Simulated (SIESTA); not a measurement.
# A series of single points on PbS

System: PbS (R3m, 2 atoms in the cell).
Method: Kohn-Sham DFT of a periodic cell, PBEsol, PseudoDojo 0.4 standard, converted to PSML, no spin polarisation (SIESTA 5.4.2).

The 7 runs differ only in the geometry, by an even scaling of the cell at fixed fractional positions. The structure derives from a Materials Project entry.

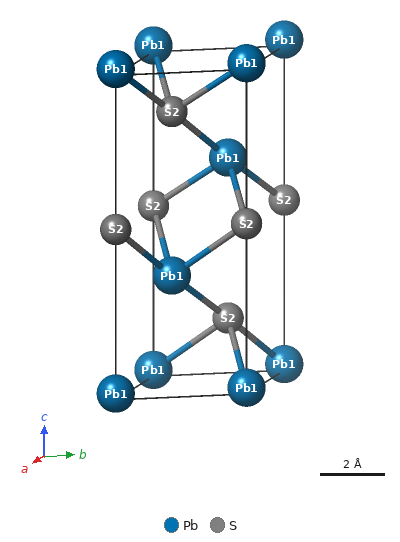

Figure 1. The structure of run 4 (ball-and-stick view of the cell 3 times as large as that of the calculation, set on its symmetry axes, seen slightly off an axis; atoms are numbered from 1 in the order of the input). An atom can appear more than once, as a periodic image.

### Input of run 4
```
SystemName                      PbS
SystemLabel                     PbS
NumberOfSpecies                 2
NumberOfAtoms                   2
%block ChemicalSpeciesLabel
  1  82 Pb
  2  16 S
%endblock ChemicalSpeciesLabel

LatticeConstant                 1.0 Ang
%block LatticeVectors
     2.1126617058     1.2197458045     3.4519162518
    -2.1126617058     1.2197458045     3.4519162518
     0.0000000000    -2.4394916091     3.4519162518
%endblock LatticeVectors
AtomicCoordinatesFormat         Fractional
%block AtomicCoordinatesAndAtomicSpecies
     0.9805657800     0.9805657800     0.9805657800  1  Pb
     0.4750355500     0.4750355500     0.4750355500  2  S
%endblock AtomicCoordinatesAndAtomicSpecies

%block kgrid.MonkhorstPack
    8   0   0  0.0
    0   8   0  0.0
    0   0   8  0.0
%endblock kgrid.MonkhorstPack
XC.Functional                   GGA
XC.Authors                      PBEsol
PAO.BasisSize                   DZP
PAO.EnergyShift                 0.003 Ry
Mesh.Cutoff                     500 Ry
OccupationFunction              FD
ElectronicTemperature           0.05 eV
MaxSCFIterations                120
SCF.MustConverge                false
SCF.Mixer.Method                Pulay
SCF.Mixer.Weight                0.25
SCF.Mixer.History               8
SCF.DM.Tolerance                5.0e-05
SCF.H.Tolerance                 1.0e-03 eV
WriteForces                     true
Charge.Mulliken                 end
%block PAO.Basis
  Pb 4
  n=6 0 2
    6.155 0.000
  n=6 1 2
    8.826 0.000
  n=5 2 2
    4.164 0.000
  n=6 2 1
    8.826
%endblock PAO.Basis
```

Command:
```bash
siesta PbS.fdf > PbS.out 2>&1
```

Lattice vectors (Å) and fractional positions of run 4:
```
   2.112662    1.219746    3.451916
  -2.112662    1.219746    3.451916
   0.000000   -2.439492    3.451916
Pb  0.980566  0.980566  0.980566
S   0.475036  0.475036  0.475036
```

Run 6 differs from it as follows:
```diff
-     2.1126617058     1.2197458045     3.4519162518
-    -2.1126617058     1.2197458045     3.4519162518
-     0.0000000000    -2.4394916091     3.4519162518
+     2.1404630743     1.2357969321     3.4973414117
+    -2.1404630743     1.2357969321     3.4973414117
+     0.0000000000    -2.4715938643     3.4973414117
```

### Results, with one run withheld

```tsv
run	volume per atom (Å³)	free energy per atom, from the lowest run given (meV)	pressure (GPa)	gap on the mesh (eV)
1	25.085	7.68	2.54	0.20
2	25.618	1.57	1.13	0.28
3	26.152	0.00	−0.14	0.35
4	26.686	2.29	−1.22	0.42
5	27.220	8.18	−2.28	0.48
6	27.753	?	?	?
7	28.287	29.22	−3.97	0.59
```

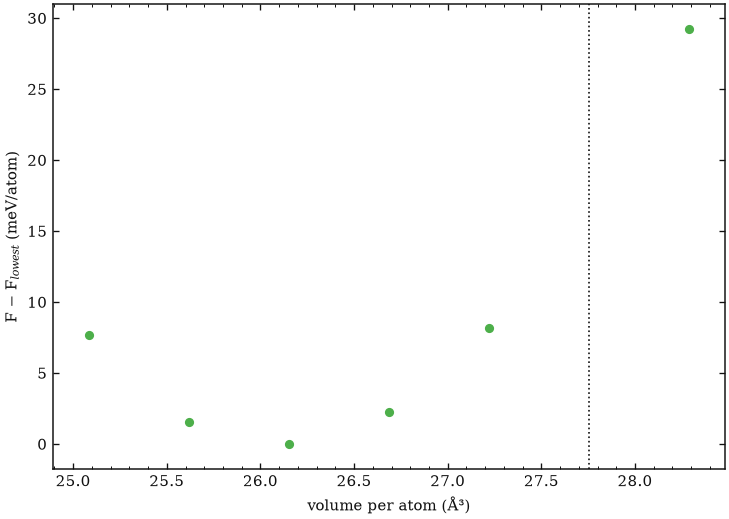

Figure 2. Free energy per atom of the runs given; the dotted line marks run 6.

What should run 6 give?

A cubic polynomial in V^(−2/3) (the Birch–Murnaghan form), fitted to the 6 runs given, misses them by at most 0.04 meV per atom. With x = V^(−2/3) − 0.11258 Å⁻², it reads F = 0.91641 − 1802.8 x + 8.3128e+05 x² + 1.2728e+06 x³ (meV per atom). At run 6 it gives 17.26 meV per atom, and the run itself gives 17.31. The slope of the fit gives a pressure −dF/dV of −3.17 GPa there, and the run prints −3.16 GPa. The fit has its minimum at 26.096 Å³ per atom, where V d²F/dV² gives 58.9 GPa. Cell shape and fractional positions are held, so this is the stiffness under even scaling; the relaxed bulk modulus wasn't computed. The gap on the mesh goes, without turning, from 0.20 eV in run 1 to 0.59 eV in run 7; run 6 has 0.53 eV. These are gaps of this functional on this mesh, which can miss the band edges; they aren't the measured gap.

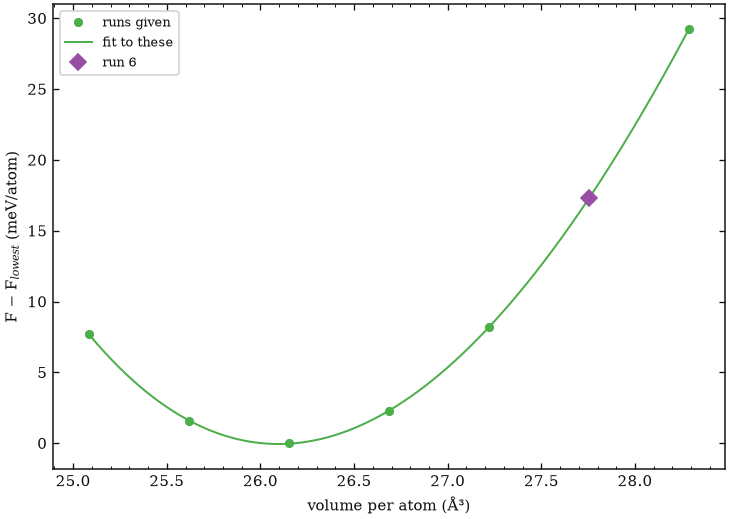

Figure 3. The fit and the withheld run.

### Some lines of the output (run 6)
```
[...]
outcell: Cell volume (Ang**3)        :     55.5065
stepf: Fermi-Dirac step function
siesta: Etot    =     -2211.808093
siesta: FreeEng =     -2211.808094
        iscf     Eharris(eV)        E_KS(eV)     FreeEng(eV)     dDmax    Ef(eV) dHmax(eV)
siesta: E_KS(eV) =            -2212.5373
siesta: E_KS - E_eggbox =     -2212.5373
siesta: Etot    =     -2212.537312
siesta: FreeEng =     -2212.537355
siesta:         Fermi =      -4.550724
siesta: Cell volume =         55.506537 Ang**3
    Orbital volume contribution        =           2.121407 eV
```

Notes: Points of doubt noted for this run: mulliken charges of long orbitals. Spin–orbit coupling is left out, which matters for Pb. With a small basis of atomic orbitals these values can differ much from converged plane-wave results.
